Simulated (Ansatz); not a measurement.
# Single-point calculation, with input and output: AlN

System: AlN (slab, 12 atoms in the cell).
Method: DFT, r2SCAN, plane waves, PAW (Ansatz 0.2.0).

The structure derives from an entry of the Crystallography Open Database.

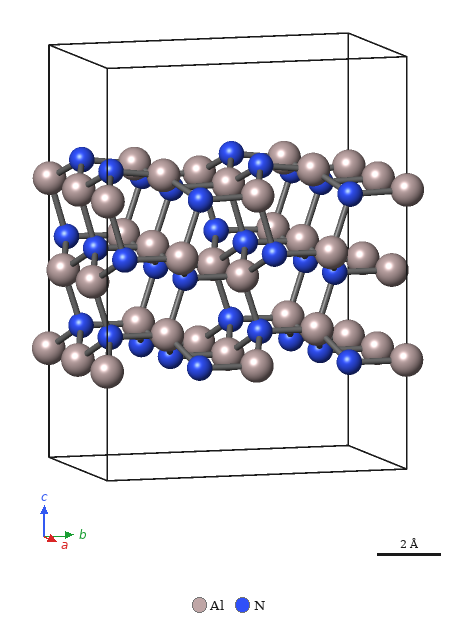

Fig. 1: The input geometry (ball-and-stick view of the 2 × 2 repeat of the cell, with the vacuum cut short, seen slightly off an axis). An atom can appear more than once, as a periodic image. Near neighbours in the periodic cell (some may lie outside the picture): Al has 3 N at 1.76 to 1.90 Å; N has 3 Al at 1.76 to 1.90 Å; Al has 4 N at 1.83 to 1.97 Å; N has 4 Al at 1.83 to 1.97 Å.

### Input file
```yaml
crystal:
  lattice:
    - [3.106665338, 0.0, 0.0]
    - [0.0, 4.9784048454, 0.0]
    - [0.0, 0.0, 23.277719242]
  atoms:
    - { symbol: Al, position: [0.0, 0.9983070976, 0.3651560495], spin: 2.0 }
    - { symbol: "N", position: [0.0, 0.6166929024, 0.3651560495] }
    - { symbol: Al, position: [0.5, 0.4983070976, 0.4036828925] }
    - { symbol: "N", position: [0.5, 0.1166929024, 0.4036828925] }
    - { symbol: Al, position: [0.5, 0.9983070976, 0.4807365785] }
    - { symbol: "N", position: [0.5, 0.6166929024, 0.4807365785] }
    - { symbol: Al, position: [0.0, 0.496350498, 0.5169845354] }
    - { symbol: "N", position: [0.0, 0.1166534316, 0.5178803148] }
    - { symbol: Al, position: [0.0, 1.0037512039, 0.5989320587] }
    - { symbol: "N", position: [0.0, 0.6223036404, 0.5962235804] }
    - { symbol: Al, position: [0.5, 0.4730790295, 0.6231986826] }
    - { symbol: "N", position: [0.5, 0.1216986232, 0.6314843782] }
basis:
  ecutwfc: 500
kpoints:
  mp_grid: { grid: [9, 6, 1] }
hamiltonian:
  xc: r2scan
scf:
  occupations: { method: gaussian, width: 0.05 }
  max_iter: 60
output:
  forces: true
  eigenvalues: true
efield:
  axis: 3
  dipole_correction: true
  ramp_width: 0.04
```

Command:
```bash
ansatz run input.yaml --threads 2 --pin off --max-ram 5120MiB --backend cpu --events-out ev --progress --plain --runs-dir out
```

### What the program printed
```
Error: inconsistent input (magnetization.spin_polarized): false but per-atom `spin:`, `per_species`, `initial_magnetization`, `magnetic_field`, or `spin_locking` is set
```

### Outcome

```json
{"quantity": "outcome", "value": "refused by the program"}
{"quantity": "hardware", "value": "2 threads of AMD EPYC (Zen 5), 32 GiB of memory available, shared host"}
```

### Diagnosis

The input was spoiled on purpose: a moment without spin polarisation (`magnetization` and `crystal.atoms[0].spin`). The program refused the input: “inconsistent input (magnetization.spin_polarized): false but per-atom `spin:`, `per_species`, `initial_magnetization`, `magnetic_field`, or `spin_locking` is set”
